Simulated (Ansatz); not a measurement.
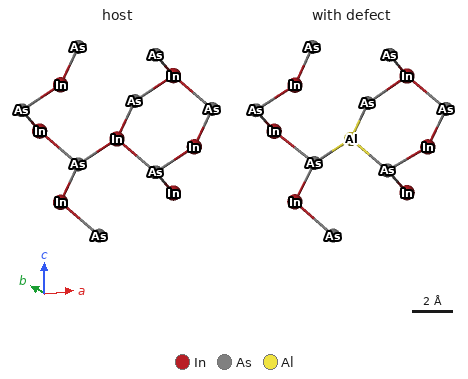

Left: perfect InAs. Right: the same region with one point defect, after relaxing the atoms in a supercell of 54 sites. Style: ball-and-stick. Shown: the atoms within 6.0 Å of one point, in a slice 4.2 Å thick across the line of sight, slightly off an axis.

Level of theory: DFT, PBE, plane-wave PAW, default files, scalar-relativistic, frozen cores (Ansatz 0.2.0). Settings: plane-wave cutoff 420 eV; k-point mesh 2 × 2 × 2; occupations fermi dirac; smearing width 0.01 eV; no spin polarisation. The axes drawn are those of the host's conventional cell.

Question: Which defect is it?

Answer: An indium atom is replaced by aluminium.

The charge state of the cell is 0.

Question: How does the lattice respond?

Answer: In the host the In atom has 4 As at 2.62 Å; the Al atom ends with 4 As at 2.48 Å. Of the host's atoms, an arsenic atom moves furthest from its site, by 0.14 Å. Relaxing the atoms from the host's sites lowers the energy by 0.33 eV.
